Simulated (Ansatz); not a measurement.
# Run report: Si, molecular dynamics (part 5 of 5)

The same run, continued: Si (defect cell, 17 atoms in the cell); DFT PBE, scalar-relativistic, plane waves, PAW, PAW set soft_1, no spin polarisation (Ansatz 0.2.0); cutoff 420 eV, 2×2×2 k-mesh, Fermi–Dirac smearing of 0.02 eV. It belongs to a series of runs on one base structure; here: dynamics from the last frame of the run before.

Geometry of the input (Å; fractional positions):
```
0.0000  5.4300  5.4300
5.4300  0.0000  5.4300
5.4300  5.4300  0.0000
Si 0.2050  -0.0642  -0.1534
Si 0.1120  0.0998  0.0969
Si -0.0396  -0.0025  0.4599
Si 0.0948  0.1649  0.5216
Si -0.0065  0.4817  0.0176
Si 0.0584  0.6576  0.1389
Si -0.0459  0.5872  0.4893
Si 0.1203  0.6496  0.6343
Si 0.4764  0.0185  -0.0336
Si 0.6805  0.1121  0.0812
Si 0.4727  0.0785  0.4354
Si 0.5910  0.1462  0.5997
Si 0.4453  0.5105  -0.0140
Si 0.5731  0.6198  0.1259
Si 0.5195  0.5410  0.4654
Si 0.5907  0.7145  0.6147
Si 0.9381  0.2744  0.8227
```

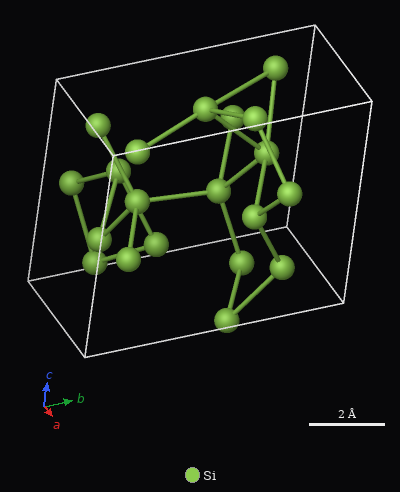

Fig. 1: The geometry at step 247 of the log (ball-and-stick view of the cell of the calculation, seen slightly off an axis).

Trajectory as extended XYZ, continued
```
17
Lattice="0.0000 5.4300 5.4300 5.4300 0.0000 5.4300 5.4300 5.4300 0.0000" Properties=species:S:1:pos:R:3:forces:R:3 step=215 time_fs=430.0 energy=-10801.03531 temperature=1327.6
Si   -1.7909    0.6994    0.0801    0.4889   0.5631  -0.2533
Si    1.5664    1.1343    1.8024    0.1262  -0.1539   0.9167
Si    3.1477    2.1897    0.5813   -0.6265  -0.9317  -2.4619
Si    4.4560    3.5506    1.6729    0.1254   0.5743   1.9897
Si    2.6748   -0.7427    2.7374    1.8567   0.2880  -0.9075
Si    3.6460    1.9868    3.4760   -1.6437  -0.5845   1.2137
Si    5.8600    1.9448    2.9838    0.7554  -0.3692  -0.3753
Si    7.3165    3.2566    4.2626   -0.7949   0.2639   1.3115
Si    0.0793    2.4799    3.0209   -0.8722  -0.6174   0.2356
Si    0.2797    4.7706    3.6418    0.3697   0.6211  -0.2180
Si    2.9489    4.8458    3.1425   -0.9220  -0.2033  -0.3855
Si    4.3256    6.1998    4.4738    0.4642   0.8380  -0.3970
Si    1.9383    3.2373    5.2694   -0.1665  -0.5750  -0.6241
Si    4.0537    3.2077    6.3414    0.7801   0.6106   1.2845
Si    5.8451    4.7586    5.5150   -1.0998  -1.4578  -0.5137
Si    7.0508    6.2515    6.7036    0.7557   0.4636   0.8769
Si    5.7467   10.4381    6.0629    0.4034   0.6702  -1.6923
17
Lattice="0.0000 5.4300 5.4300 5.4300 0.0000 5.4300 5.4300 5.4300 0.0000" Properties=species:S:1:pos:R:3:forces:R:3 step=221 time_fs=442.0 energy=-10801.18962 temperature=1401.3
Si   -1.6727    0.7160   -0.0273   -0.7221   0.2130   1.0438
Si    1.4981    1.0928    1.8206    1.1705  -0.2959  -0.3266
Si    3.0656    2.2280    0.5141    0.5692  -1.0119   0.0774
Si    4.4223    3.5424    1.7719    0.0881   0.4924   0.9066
Si    2.7083   -0.6932    2.6877    1.7634  -0.7471   0.1315
Si    3.6286    1.9070    3.5052   -0.8135   0.0182   0.0043
Si    5.9558    1.9531    2.9030   -0.3614   0.2989   0.7266
Si    7.3187    3.3057    4.3929   -0.4508   0.3368  -2.1813
Si    0.0462    2.3640    2.9595   -1.2033   1.0473   0.9189
Si    0.0635    4.8374    3.6021    0.1603   0.1353  -0.8379
Si    2.9049    4.8357    3.2223   -0.2897   0.3071  -0.0269
Si    4.4259    6.3102    4.5590   -0.5467  -0.3054  -1.3428
Si    1.9523    3.2664    5.4166    0.2162  -0.6161  -0.5165
Si    4.1700    3.1654    6.3979    0.2772   0.6413   0.6584
Si    5.8859    4.6941    5.4001   -1.7083   0.1178   1.2662
Si    7.0468    6.2424    6.6831    1.5310  -0.3644  -0.0372
Si    5.7244   10.4416    5.9591    0.3197  -0.2673  -0.4646
17
Lattice="0.0000 5.4300 5.4300 5.4300 0.0000 5.4300 5.4300 5.4300 0.0000" Properties=species:S:1:pos:R:3:forces:R:3 step=228 time_fs=456.0 energy=-10800.79141 temperature=1210.5
Si   -1.5750    0.7496   -0.0793   -1.0633   0.2345   2.6251
Si    1.4848    1.0267    1.8256    0.9002  -0.1490  -0.5688
Si    3.0067    2.2112    0.4428    1.2552  -0.4331   1.7692
Si    4.3870    3.5593    1.9399   -0.1593  -0.0855  -0.4470
Si    2.8521   -0.6773    2.6353    0.8597  -0.9066   0.4103
Si    3.5532    1.8215    3.5334   -0.8043   1.0484  -1.4268
Si    6.0464    1.9784    2.8493   -0.7883   0.2176   0.7733
Si    7.2999    3.3793    4.4126    0.5108  -0.1633  -3.4405
Si   -0.0572    2.2889    2.9374    0.3028   1.2117   0.3675
Si   -0.1779    4.9253    3.5053    0.3288   0.1930  -0.9137
Si    2.8350    4.8406    3.3132    0.0663   0.3687   0.0577
Si    4.5095    6.4188    4.5830   -1.1677  -1.2545  -0.7164
Si    1.9832    3.2633    5.5556    0.6894  -0.6075  -0.5088
Si    4.3186    3.1526    6.5002   -0.9600   0.3133  -0.5089
Si    5.8250    4.6317    5.3445   -1.6786   1.6645   2.1447
Si    7.1332    6.2098    6.6585    1.1198  -0.8085  -0.3901
Si    5.7202   10.4291    5.8110    0.5884  -0.8437   0.7734
17
Lattice="0.0000 5.4300 5.4300 5.4300 0.0000 5.4300 5.4300 5.4300 0.0000" Properties=species:S:1:pos:R:3:forces:R:3 step=234 time_fs=468.0 energy=-10801.00779 temperature=1312.5
Si   -1.5433    0.7938    0.0015   -0.3604   0.9010   1.3538
Si    1.5217    0.9608    1.8022    0.2072  -0.0132  -0.0401
Si    3.0176    2.1754    0.4631    0.4642   0.9415   0.5694
Si    4.3505    3.5722    2.0649    0.0274  -0.1444  -1.0952
Si    3.0166   -0.7106    2.6071   -1.7962  -0.6836  -0.5681
Si    3.4477    1.7963    3.4949   -0.6483   0.6415  -0.2587
Si    6.0825    2.0100    2.8417   -0.7925  -0.5454  -0.1551
Si    7.3028    3.4375    4.2628    0.1523  -0.1769  -0.4029
Si   -0.1345    2.2875    2.9416    1.9009   0.5241   0.2079
Si   -0.3604    5.0116    3.3792    2.5190   0.6457   0.5185
Si    2.7771    4.8642    3.3934    0.1623   0.3001  -0.0927
Si    4.5207    6.4499    4.5640   -1.6018  -1.3548   0.1568
Si    2.0429    3.2284    5.6468    0.5746  -0.5927  -0.6567
Si    4.3986    3.1581    6.5650   -1.9832  -0.1491  -1.3105
Si    5.6940    4.6549    5.4008    1.1005   0.8937   0.6320
Si    7.2649    6.1426    6.6211   -0.3286  -0.4401   0.4149
Si    5.7450   10.3764    5.7178    0.4028  -0.7475   0.7267
17
Lattice="0.0000 5.4300 5.4300 5.4300 0.0000 5.4300 5.4300 5.4300 0.0000" Properties=species:S:1:pos:R:3:forces:R:3 step=241 time_fs=482.0 energy=-10800.63503 temperature=1134.8
Si   -1.5179    0.8971    0.1694    1.3338   0.6330  -0.9623
Si    1.5765    0.8833    1.7708   -0.4159   0.1842   0.0012
Si    3.0591    2.1902    0.5208   -0.1525   1.4627  -0.4702
Si    4.3096    3.5794    2.1448    0.1142  -0.0472  -1.1272
Si    3.0916   -0.7921    2.5350   -2.7138  -0.1584  -1.1761
Si    3.2851    1.8048    3.4382   -0.3571   0.0777   1.1625
Si    6.0753    2.0130    2.8228   -0.6692  -0.8777  -0.7436
Si    7.3135    3.4921    4.0687   -0.5251  -0.5271   2.4151
Si   -0.1120    2.3189    2.9618    1.9208   0.1022   0.3507
Si   -0.4079    5.1556    3.2701    3.5984   0.9222   1.7224
Si    2.7201    4.9091    3.4799    0.2389   0.0292  -0.3890
Si    4.4355    6.4076    4.5452   -1.4496  -0.5403  -0.1335
Si    2.1439    3.1516    5.7108   -0.2840  -0.4867  -1.0190
Si    4.3776    3.1532    6.5639   -0.9830  -0.5646  -0.9840
Si    5.6090    4.7363    5.5046    2.5924  -0.0042  -0.5498
Si    7.3906    6.0364    6.6086   -2.0010  -0.1296   1.5222
Si    5.7948   10.2726    5.6525   -0.2473  -0.0755   0.3805
17
Lattice="0.0000 5.4300 5.4300 5.4300 0.0000 5.4300 5.4300 5.4300 0.0000" Properties=species:S:1:pos:R:3:forces:R:3 step=247 time_fs=494.0 energy=-10801.11318 temperature=1363.6
Si   -1.4395    1.0151    0.2738    0.5669  -1.0367  -1.4628
Si    1.6033    0.8280    1.7420   -0.7515   0.8287  -0.5194
Si    3.0878    2.2760    0.5490   -0.7287   0.7050  -0.8622
Si    4.2805    3.5826    2.1544    0.1263   0.0052  -0.6562
Si    3.0249   -0.8692    2.4179    0.3939   0.7555   0.2102
Si    3.1261    1.8190    3.4451   -0.0425   0.0282   1.3337
Si    6.0357    1.9754    2.7711    0.1686   0.4840  -0.4399
Si    7.2970    3.5118    4.0179   -0.7931  -0.8150   2.6904
Si    0.0067    2.3521    2.9960    0.7510  -0.2187   0.0568
Si   -0.2729    5.3195    3.2607    0.1706  -0.8130   1.1309
Si    2.6822    4.9481    3.5336   -0.1683  -0.6150  -0.8150
Si    4.2894    6.3409    4.5250    0.0842   0.4686  -0.0832
Si    2.2147    3.0592    5.7106   -1.7016  -0.4383  -1.5721
Si    4.3112    3.1261    6.5128    1.8045   0.5981   0.3493
Si    5.6621    4.8075    5.5679    1.1203  -0.8386  -1.0635
Si    7.4074    5.9398    6.6715   -0.6725   0.5566   1.3480
Si    5.8281   10.1770    5.6187   -0.3282   0.3455   0.3551
17
Lattice="0.0000 5.4300 5.4300 5.4300 0.0000 5.4300 5.4300 5.4300 0.0000" Properties=species:S:1:pos:R:3:forces:R:3 step=254 time_fs=508.0 energy=-10800.93743 temperature=1281.0
Si   -1.3162    1.0830    0.3069   -0.5252  -2.3424  -1.1265
Si    1.5902    0.8158    1.6763   -0.4827   1.0225  -0.7781
Si    3.0746    2.4138    0.5269   -1.0363  -0.6702  -1.0787
Si    4.2555    3.5867    2.1268    0.1451   0.0256  -0.0624
Si    2.9575   -0.9201    2.2991    0.5300   0.3959   1.6177
Si    2.9378    1.8387    3.5320    0.1132   0.2467   0.6545
Si    6.0025    1.9747    2.6831    0.8630   2.5114  -0.2196
Si    7.2357    3.4892    4.1115    0.0443  -0.2946   0.6009
Si    0.1923    2.3764    3.0412   -0.0100  -0.4630   0.0585
Si   -0.1014    5.4533    3.3245   -1.4295  -2.4238   1.0995
Si    2.6250    4.9508    3.5447   -0.6192  -1.5089  -0.9840
Si    4.1320    6.2958    4.5025    1.9587   1.3467   0.6814
Si    2.1963    2.9264    5.6165   -1.6549   0.0002  -1.0143
Si    4.3385    3.1360    6.4757    2.2430   1.4648   1.1096
Si    5.7869    4.8409    5.5721   -0.7641  -0.7624  -1.4951
Si    7.3912    5.8629    6.8260    0.9538   1.0489   0.5971
Si    5.8461   10.0847    5.6020   -0.3292   0.4027   0.3394
17
Lattice="0.0000 5.4300 5.4300 5.4300 0.0000 5.4300 5.4300 5.4300 0.0000" Properties=species:S:1:pos:R:3:forces:R:3 step=260 time_fs=520.0 energy=-10801.21181 temperature=1410.8
Si   -1.2351    1.0315    0.2756   -0.9311  -0.4898  -0.2178
Si    1.5525    0.8572    1.5809    0.0334   0.2596  -0.4064
Si    3.0129    2.5011    0.4558   -0.0856  -1.4497   0.0059
Si    4.2405    3.5922    2.0959   -0.2851   0.1299  -0.0935
Si    2.9275   -0.9401    2.2755   -0.0008   0.2599   1.4914
Si    2.7873    1.8646    3.6390    1.1392  -0.2978  -1.2486
Si    6.0146    2.0878    2.5996    0.4417   0.6958   0.4354
Si    7.1806    3.4523    4.2285    0.3687   0.2004  -1.7478
Si    0.3516    2.3730    3.0821   -0.7203  -0.4447  -0.0568
Si   -0.0215    5.4534    3.4346   -1.0190  -1.0278   0.3132
Si    2.5506    4.8789    3.5092    0.4479  -1.3007   0.4647
Si    4.0897    6.3213    4.5119    1.7341   0.5771   0.1172
Si    2.0936    2.8136    5.4878   -0.8449   1.1022   1.6215
Si    4.4757    3.2117    6.4969    0.5548  -0.1855   0.6289
Si    5.8631    4.8333    5.5031   -0.9767   0.7429  -0.2307
Si    7.4172    5.8517    6.9844    0.3968   1.0676  -1.5174
Si    5.8439   10.0255    5.6072   -0.2531   0.1608   0.4408
17
Lattice="0.0000 5.4300 5.4300 5.4300 0.0000 5.4300 5.4300 5.4300 0.0000" Properties=species:S:1:pos:R:3:forces:R:3 step=267 time_fs=534.0 energy=-10800.36045 temperature=1002.6
Si   -1.1975    0.9426    0.2259   -0.9836   1.0427   0.4714
Si    1.5096    0.9179    1.4468    0.1040  -0.6498   0.2583
Si    2.9415    2.5147    0.3796    1.1028  -1.4871   1.1938
Si    4.2041    3.6069    2.0518   -0.5755   0.1571  -0.3706
Si    2.8966   -0.9466    2.3343    0.2355   0.2321   0.4186
Si    2.6926    1.8708    3.6818    2.6571  -0.9194  -2.1157
Si    6.0582    2.2596    2.5260    0.2336  -1.1137   0.3548
Si    7.1351    3.4231    4.2561    0.1636   0.7343  -2.6486
Si    0.4855    2.3443    3.1238   -2.0376  -0.1092  -0.4456
Si    0.0064    5.3922    3.5766   -0.8058   0.3847  -1.0462
Si    2.4918    4.7170    3.4969    1.0297  -0.4547   1.0972
Si    4.1444    6.3827    4.5265    0.9401  -0.4605  -0.7253
Si    1.9160    2.7528    5.4438   -0.4905   1.4127   3.0099
Si    4.6690    3.2890    6.5652   -0.6600  -1.1004   0.8010
Si    5.8937    4.8729    5.4113   -0.5885   1.7017   0.9486
Si    7.4707    5.9038    7.0772   -0.1511   0.6354  -2.1749
Si    5.8269    9.9654    5.6444   -0.1737  -0.0058   0.9734
17
Lattice="0.0000 5.4300 5.4300 5.4300 0.0000 5.4300 5.4300 5.4300 0.0000" Properties=species:S:1:pos:R:3:forces:R:3 step=273 time_fs=546.0 energy=-10800.66196 temperature=1146.2
Si   -1.2167    0.9149    0.2053   -0.7270   1.2903   0.5191
Si    1.4768    0.9391    1.3443   -0.2539  -1.0396   0.9204
Si    2.9302    2.4499    0.3655    0.6258  -0.6281  -0.1035
Si    4.1463    3.6268    1.9963   -0.0296  -0.0805  -0.2652
Si    2.8828   -0.9386    2.4103    0.7688   0.5047  -0.4741
Si    2.7390    1.8344    3.6167    1.4773   0.0495  -0.0053
Si    6.1051    2.3544    2.4801   -0.6808  -1.7064  -0.2749
Si    7.1090    3.4357    4.1537    0.6062   1.1274   0.1202
Si    0.5007    2.3102    3.1393   -1.6604  -0.2806  -0.2628
Si   -0.0122    5.3538    3.6491   -0.4598   0.6054  -1.3924
Si    2.4921    4.5533    3.5396    0.5040   0.7109   0.2392
Si    4.2439    6.4172    4.5044    0.1935  -0.3437  -0.8542
Si    1.7429    2.7667    5.5501    1.2646  -0.7028   0.2848
Si    4.8060    3.3035    6.6641   -0.7771  -0.4568   0.4754
Si    5.8890    4.9873    5.3776    0.2294   0.2201   1.0587
Si    7.5113    5.9816    7.0470   -0.0758  -0.3327  -0.8707
Si    5.7986    9.9189    5.7246   -1.0055   1.0630   0.8853
17
Lattice="0.0000 5.4300 5.4300 5.4300 0.0000 5.4300 5.4300 5.4300 0.0000" Properties=species:S:1:pos:R:3:forces:R:3 step=280 time_fs=560.0 energy=-10800.40675 temperature=1024.0
Si   -1.2839    0.9630    0.2106   -0.3364   1.3452   0.0578
Si    1.4266    0.9030    1.2837    0.1704  -0.6230   1.4518
Si    2.9539    2.3373    0.3402   -0.1192   0.2263  -1.2235
Si    4.0738    3.6448    1.9181   -0.1301  -0.3326   0.2593
Si    2.9181   -0.8960    2.4662    1.3994   0.9542  -1.2436
Si    2.8825    1.7897    3.5315    0.3084   0.0437   0.3543
Si    6.1158    2.3606    2.4171   -1.3737  -1.5813   0.6842
Si    7.1129    3.5162    4.0457    0.3411   0.5555   2.1350
Si    0.4291    2.2534    3.1428    0.7033  -0.3485   0.1713
Si   -0.0612    5.3437    3.6523   -0.0029   0.3260  -0.7825
Si    2.5234    4.4028    3.6083    0.0467   1.0286   0.0349
Si    4.3645    6.4372    4.4276   -1.2776  -0.2903  -0.3737
Si    1.6168    2.7466    5.6948    1.6882  -0.7950  -1.4109
Si    4.9133    3.2966    6.8029   -1.2661   0.6726  -0.7408
Si    5.9012    5.1270    5.4055    1.0359  -1.6372   1.0819
Si    7.5528    6.0538    6.9561   -0.1575  -0.7829   0.0278
Si    5.7050    9.9292    5.8645   -1.0299   1.2386  -0.4833
```
